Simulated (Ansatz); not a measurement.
# Single-point calculation, with input and output: Ga2O3

The run: single-point calculation of Ga2O3 (C2/m, 10 atoms in the cell). Method and program: DFT, PBE, plane waves, PAW, no spin polarisation (Ansatz 0.2.0).

The structure derives from an entry of the Crystallography Open Database. The geometry comes from this level: r2SCAN (a point of a series of volumes). It belongs to a series of runs on one base structure; here: volume +12%. Figures and captions count atoms from 1; the log counts them from 0 in places.

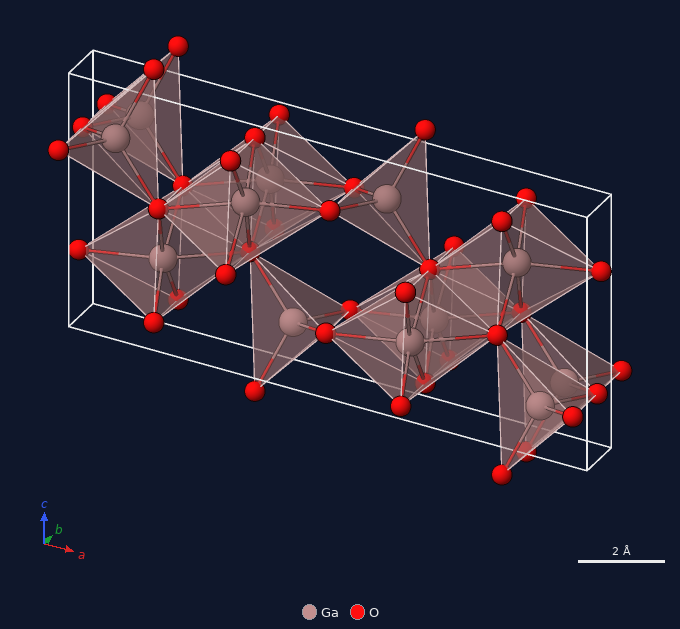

**Figure 1.** The structure as given in the input (polyhedral view of the cell 2 times as large as that of the calculation, set on its symmetry axes, seen slightly off an axis; polyhedra are completed across the faces of the cell).

## Key numbers

| quantity | value |
| --- | --- |
| outcome | converged |
| space group (tolerance 0.01 Å) | C2/m (12) |
| electrons treated | 88 |
| free energy | −18528.3082 eV |
| Fermi energy | 7.322 eV |
| gap on the k-point mesh | 1.18 eV |
| pressure | −8.73 GPa |
| largest force (length of the vector) | 0.637 eV/Å |
| hardware | 2 threads of Arm Neoverse V1, 24 GiB of memory available, shared host |
| wall time | 1.8 s (CPU time 3.4 s) |
| peak memory | 0.34 GiB |

## Remarks

Warnings of the run: the cutoff is below the recommended one.

## Input file
```yaml
crystal:
  lattice:
    - [6.3632107225, -1.5780719588, 0.0025158932]
    - [6.3632107225, 1.5780719588, 0.0025158932]
    - [-1.4418134303, 0.0, 5.8571189934]
  atoms:
    - { symbol: Ga, position: [0.0905077044, 0.0905077044, 0.7947690581] }
    - { symbol: Ga, position: [0.9094922956, 0.9094922956, 0.2052309419] }
    - { symbol: Ga, position: [0.6587425295, 0.6587425295, 0.314441142] }
    - { symbol: Ga, position: [0.3412574705, 0.3412574705, 0.685558858] }
    - { symbol: O, position: [0.1642078127, 0.1642078127, 0.109129489] }
    - { symbol: O, position: [0.8357921873, 0.8357921873, 0.890870511] }
    - { symbol: O, position: [0.1733453342, 0.1733453342, 0.5635363169] }
    - { symbol: O, position: [0.8266546658, 0.8266546658, 0.4364636831] }
    - { symbol: O, position: [0.4962966922, 0.4962966922, 0.2562516311] }
    - { symbol: O, position: [0.5037033078, 0.5037033078, 0.7437483689] }
kpoints:
  mp_grid: { grid: [4, 4, 2] }
hamiltonian:
  xc: pbe
scf:
  occupations: { method: fermi_dirac, width: 0.02 }
  n_extra_bands: 6
output:
  forces: true
  stress: true
  eigenvalues: true
basis:
  ecutwfc: 260
```

Command:
```bash
ansatz run input.yaml --threads 2 --pin off --max-ram 3686MiB --backend cpu --events-out ev --progress --plain --runs-dir out
```

## Log
```
Warning: basis.ecutwfc = 260 eV is below the records' recommended 420 eV, and the density's cutoff is lower with it unless basis.ecutrho_ratio is high enough to keep the records' density cutoff: compare with a run at a higher cutoff
basis.fft_grid_basis auto: the FFT boxes are laid along the combinations [[1, -1, 0], [0, 1, 0], [0, 0, 1]] of the cell's own vectors, 3.156, 6.556 and 6.032 Å long. The dense box has 18×36×32 points. Along the cell's own vectors, as sized, it would have 36×36×32, 2.00 times as many. Of the 4 symmetry operations that the crystal satisfies within crystal.symmetry.tolerance (time reversal apart; of a slab, those that keep its plane) the dense box along the cell's own vectors carries 4, and the one as laid loses 2 of those. basis.fft_grid_basis: typed keeps the cell's own vectors: state it where this run's energies or levels are differenced outside the engine with another run's, or held beside a run that keeps those vectors.
scf.n_extra_bands = 6 over 44 filled bands (N_el = 88.0): the run solves 50 bands
Engine: ansatz 0.2.0, aarch64-unknown-linux-gnu
Pseudopotentials: kind: paw
Pseudopotential: Ga, paw, valence charge 13, recommended cutoff 420 eV (normal), Ga.paw.azcp
Pseudopotential: O, paw, valence charge 6, recommended cutoff 420 eV (normal), O.paw.azcp
Functional definition: PBE
  parameter kappa = 0.804
  parameter beta = 0.06672455060314922
  exchange = pbe_x(kappa = kappa, mu = beta*pi^2/3)
  correlation = pbe_c(beta = beta)
Crystal: 10 atoms, lattice volume = 117.641 Å³
Basis set: ecut = 260 eV, 1131 PW (Γ), FFT grids on a1−a2, a2, a3, exchange–correlation on 36×72×64 points (8 copies of the dense FFT grid, shifted against one another)
Bands: 50, of which v1, the nominal top of the filled ones, is band 44 counted from 1 (43 counted from 0)
Symmetry: 4 space group operations
Space group: C2/m (ITA 12), of the structure as read, at distance tolerance 4.9e-5 Å
k-points: 14 of 32
Non-local potential: Ga, projectors of the file, l = 0: 2, l = 1: 2, l = 2: 3, l = 3: 1
Non-local potential: O, projectors of the file, l = 0: 2, l = 1: 2, l = 2: 1
PAW form: soft (Blöchl's): semilocal exchange-correlation on the pseudo side does not see the compensation charge
PAW one-centre angular grid: Ga, 590 points (default); XC on 64 Gauss nodes
PAW one-centre angular grid: O, 110 points (default); XC on 64 Gauss nodes
Initial density: superposition of atomic densities (neutral atoms: chi_scale 0, normalization atom), corrected by the library's trained network
Initial wavefunctions: pseudopotential atomic-orbital guess
Functional: x = pbe(κ = 0.804, μ = 0.2195149727645171), c = pbe(β = 0.06672455060314922)
SCF iter   1: F=—  HF=-18528.790090 eV  |F-HF|=—  |Δ(HF+E_count)|=         —  Δρ=4.40e-2  dr2=7.19e-1  ethr=1.77e-3  ⟨swp⟩=6.9  Hψ=2400  notcnv=0
preconditioner: auto → Resta (q_TF=auto, 2.599 Å⁻¹)  ε∞=5.3  [insulator: Δε(μ)=1.041 eV  Ē_g=15.500 eV  σ=0.020 eV  W_gap=1.00  n_scr=42 (ndim 8)  ℏωp=32.1 eV  f_vac=0.036  D(μ)=0.00/eV (n_scr^D=0)  ε∞_Penn≈5.3]
SCF iter   2: F=—  HF=-18528.282285 eV  |F-HF|=—  |Δ(HF+E_count)|=   5.08e-1  Δρ=1.75e-2  dr2=9.07e-2  ethr=8.17e-4  ⟨swp⟩=2.1  Hψ=1499  notcnv=0  defer=26
SCF iter   3: F=—  HF=-18528.307916 eV  |F-HF|=—  |Δ(HF+E_count)|=   2.56e-2  Δρ=7.90e-3  dr2=2.43e-2  ethr=1.03e-4  ⟨swp⟩=2.0  Hψ=732  notcnv=0  defer=26
SCF iter   4: F=—  HF=-18528.307948 eV  |F-HF|=—  |Δ(HF+E_count)|=   3.23e-5  Δρ=5.95e-4  dr2=3.93e-4  ethr=2.76e-5  ⟨swp⟩=2.0  Hψ=966  notcnv=0  defer=26
SCF iter   5: F=—  HF=-18528.308046 eV  |F-HF|=—  |Δ(HF+E_count)|=   9.79e-5  Δρ=4.81e-4  dr2=2.13e-4  ethr=4.47e-7  ⟨swp⟩=2.0  Hψ=1284  notcnv=0  defer=26
SCF iter   6: F=—  HF=-18528.307992 eV  |F-HF|=—  |Δ(HF+E_count)|=   5.36e-5  Δρ=9.47e-5  dr2=7.42e-6  ethr=2.42e-7  ⟨swp⟩=2.0  Hψ=1279  notcnv=0  defer=26
SCF iter   7: F=—  HF=-18528.308245 eV  |F-HF|=—  |Δ(HF+E_count)|=   2.53e-4  Δρ=5.77e-5  dr2=3.49e-6  ethr=8.43e-9  ⟨swp⟩=2.0  Hψ=1290  notcnv=0  defer=26
SCF iter   8: F=—  HF=-18528.308245 eV  |F-HF|=—  |Δ(HF+E_count)|=   4.07e-7  Δρ=1.40e-5  dr2=2.39e-7  ethr=3.96e-9  ⟨swp⟩=2.0  Hψ=1230  notcnv=0  defer=26
SCF iter   9: F=-18528.308245 eV  HF=-18528.308245 eV  |F-HF|=1.78e-8  |Δ(HF+E_count)|=   1.96e-7  Δρ=6.61e-6  dr2=4.52e-8  ethr=1.14e-10  ⟨swp⟩=9.4  Hψ=2531  notcnv=0
SCF 1 converged in 9 iterations: F = -18528.308245 eV  dr2 = 4.52e-8
  greatest PAW one-centre occupation: 0.996 electrons in one spin orbital (limit 2), on the Ga atom at site 3 (counted from 0), in its partial waves of l = 2
```

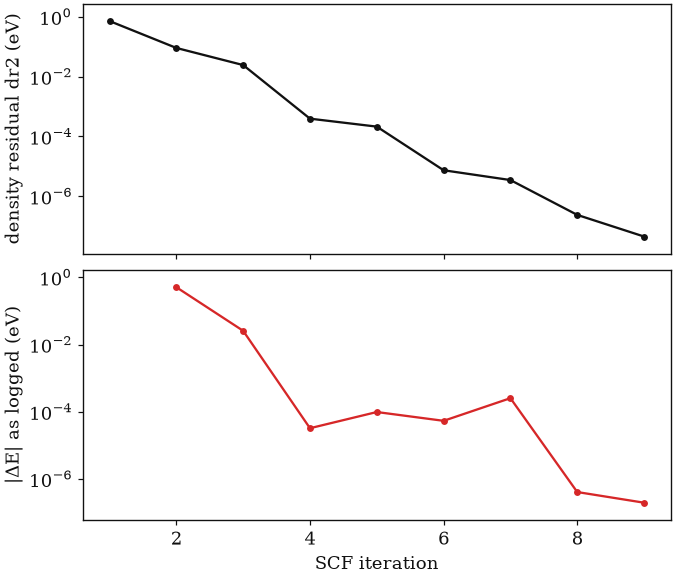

**Figure 2.** Convergence of the self-consistent field: density residual dr2 and size of the energy change against the SCF iteration. The residual falls at every step.

```
SCF converged after 9 iterations
Free energy (F): -18528.308245 eV
Harris-Foulkes:  -18528.308245 eV  (|F-HF|=1.78e-8)
Internal energy: -18528.308245 eV  (E = F + TS)
E sigma→0 (E₀):  -18528.308245 eV
Fermi energy:    7.322455 eV
--- Per-component energies (eV) ---
  E_band       = -259.557322
  E_kinetic    = 1540.070885
  E_local      = -9521.864078  (includes V_loc(G=0)·N_el)
  E_nonlocal   = 2030.779331
  E_hartree    = 4247.925000
  E_xc         = -716.790299
  E_vxc        = -795.300632  (∫ρ·V_xc dr)
  E_paw        = -8973.838362  (= ΣΔE_a)
  E_vpaw       = -2009.088787  (= ΣTr[D̂ρ^β])
  E_aug_tail   = -0.000174  (compensation charges beyond the density's cutoff)
  E_ewald      = -7134.590548
  E_smearing   = -0.000000  (= −TS)
  E_closure    = -0.000000  (closes the sum)
  Σ components = -18528.308245   (vs F -18528.308245, Δ=0.00e0)
--- Forces (eV/Å), atoms counted from 1 ---
  atom   1  Ga    -0.18347042    -0.00000000    -0.03675456
  atom   2  Ga     0.18347042     0.00000000     0.03675456
  atom   3  Ga     0.04667735     0.00000000     0.00725576
  atom   4  Ga    -0.04667735    -0.00000000    -0.00725576
  atom   5  O     -0.28041671    -0.00000000     0.57181272
  atom   6  O      0.28041671     0.00000000    -0.57181272
  atom   7  O      0.54562037     0.00000000    -0.31419993
  atom   8  O     -0.54562037    -0.00000000     0.31419993
  atom   9  O      0.09783715     0.00000000     0.08308500
  atom  10  O     -0.09783715    -0.00000000    -0.08308500
  max |Σ_I F_I| component: 5.55e-17 eV/Å
--- Stress (GPa, compression-positive) ---
       -9.040063       0.000000      -0.241958
        0.000000      -7.642151      -0.000000
       -0.241958      -0.000000      -9.500318
  P = ⅓ Tr σ = -8.7275 GPa (-87.275 kbar)
--- Band table (eV; the first three rows and the last of 14) ---
  k-point 0: bands = ["-11.7428", "-10.8782", "-10.8674", "-10.7848", "-10.3924", "-10.3843", "-7.1994", "-7.1984", "-7.1915", "-7.1281", "-7.0465", "-7.0458", "-7.0407", "-7.0396", "-6.9812", "-6.9167", "-6.8944", "-6.8866", "-6.8850", "-6.8700", "-6.8412", "-6.8349", "-6.8284", "-6.6946", "-6.5682", "-6.4819", "0.0588", "1.0292", "1.9043", "2.8340", "3.4746", "4.1068", "4.2907", "4.5362", "4.7695", "4.8429", "5.0471", "5.1876", "5.7435", "5.9288", "5.9897", "6.2487", "6.4024", "6.6858", "7.9066", "11.3341", "12.1790", "12.6561", "13.7643", "14.4979"]
  k-point 1: bands = ["-11.5448", "-11.1557", "-10.8682", "-10.6904", "-10.4733", "-10.3564", "-7.1915", "-7.1816", "-7.1522", "-7.1306", "-7.1070", "-7.0945", "-6.9939", "-6.9760", "-6.9750", "-6.9436", "-6.9267", "-6.9238", "-6.9042", "-6.8946", "-6.8576", "-6.8257", "-6.7549", "-6.6887", "-6.6354", "-6.3049", "0.7863", "1.0070", "1.9955", "2.5974", "3.5036", "4.0571", "4.3291", "4.4954", "4.7222", "4.8134", "4.8582", "5.1297", "5.2363", "5.3696", "6.0516", "6.1324", "6.1663", "6.3706", "10.3019", "10.5179", "12.1994", "12.7750", "13.7112", "13.9720"]
  k-point 2: bands = ["-11.4025", "-10.8308", "-10.7724", "-10.6441", "-10.4144", "-10.4028", "-7.1454", "-7.1199", "-7.0812", "-7.0726", "-7.0678", "-7.0657", "-6.9989", "-6.9813", "-6.9761", "-6.9518", "-6.9340", "-6.8939", "-6.8922", "-6.8643", "-6.8555", "-6.7170", "-6.6025", "-6.5073", "-6.4806", "-6.3210", "0.3104", "0.9936", "1.1881", "2.3420", "3.1472", "3.4727", "3.6278", "3.7533", "4.2576", "4.5655", "4.5882", "4.8040", "5.2884", "5.5055", "5.6361", "6.0300", "6.2244", "6.6851", "10.2866", "11.9845", "12.3464", "13.5740", "14.5652", "15.1757"]
  k-point 13: bands = ["-11.4445", "-11.1080", "-10.9746", "-10.7100", "-10.5520", "-10.3218", "-7.1945", "-7.1944", "-7.1500", "-7.1357", "-7.0920", "-7.0897", "-7.0291", "-7.0034", "-6.9909", "-6.9664", "-6.9522", "-6.9388", "-6.8977", "-6.8972", "-6.8606", "-6.8350", "-6.8121", "-6.7472", "-6.3297", "-6.2052", "1.2694", "1.4043", "1.6588", "2.1116", "3.2807", "3.7896", "3.9834", "4.1819", "4.3687", "4.7149", "4.9579", "5.5476", "5.7506", "5.9084", "6.0393", "6.0658", "6.1574", "6.7242", "10.6869", "10.9726", "11.7310", "11.9891", "13.1440", "13.8163"]
```

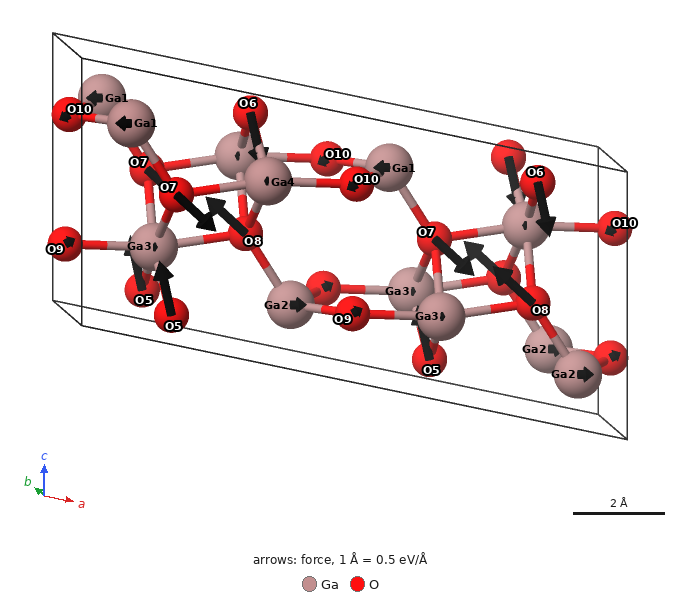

**Figure 3.** Forces on the atoms as black arrows (ball-and-stick view of the cell 2 times as large as that of the calculation, set on its symmetry axes, seen slightly off an axis; atoms are numbered from 1 in the order of the input). The largest act on O5, O6 (0.64 eV/Å); O7, O8 (0.63 eV/Å). The geometry is not a stationary point of this energy.

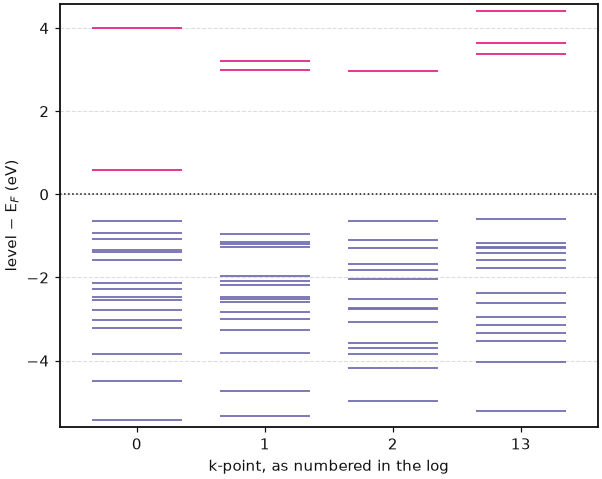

**Figure 4.** Kohn–Sham levels near the Fermi level (dotted) at the few k-points that the log prints; levels within 0.02 eV of each other stand side by side. Among these points the highest filled and lowest empty levels are 1.18 eV apart, which is the gap on the mesh.
